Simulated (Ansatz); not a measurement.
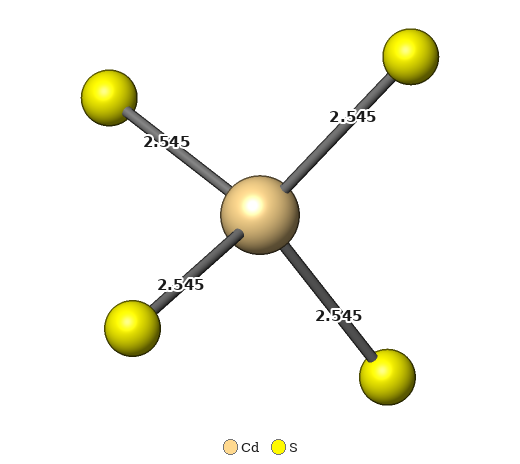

The surroundings of site Cd1 (at 0.000, 0.000, 0.000) in CdS (F-43m), with bond lengths in Å.

Source of the atomic positions: the end point of a relaxation with DFT r2SCAN, scalar-relativistic, plane waves, PAW in Ansatz.

```
CELL_PARAMETERS angstrom
5.87742 0.00000 0.00000
0.00000 5.87742 0.00000
0.00000 0.00000 5.87742
ATOMIC_POSITIONS crystal
Cd 0.00000 0.00000 0.00000
S 0.25000 0.25000 0.75000
Cd 0.00000 0.50000 0.50000
S 0.25000 0.75000 0.25000
Cd 0.50000 0.00000 0.50000
S 0.75000 0.25000 0.25000
Cd 0.50000 0.50000 0.00000
S 0.75000 0.75000 0.75000
```

Bond valence s = exp((R0 − d)/b), R0 fitted to published crystal structures with b = 0.37 Å; R0 in Å: Cd2+–S 2.282.

Calculate the bond-valence sum of Cd1 from the bonds drawn.

Answer. 4 × 0.491 = 1.96 v.u., against a formal valence of 2: a close match.

And over the whole structure?

Answer.
| site | x, y, z | formal valence | bond-valence sum | difference |
| --- | --- | --- | --- | --- |
| Cd1 | 0.000, 0.000, 0.000 | +2 | 1.98 | -0.02 |
| S1 | 0.250, 0.250, 0.750 | −2 | 1.98 | -0.02 |

These sums include all anions within 5 Å. The global instability index (root mean square of the differences over all atoms) is 0.02 v.u.: little strain.
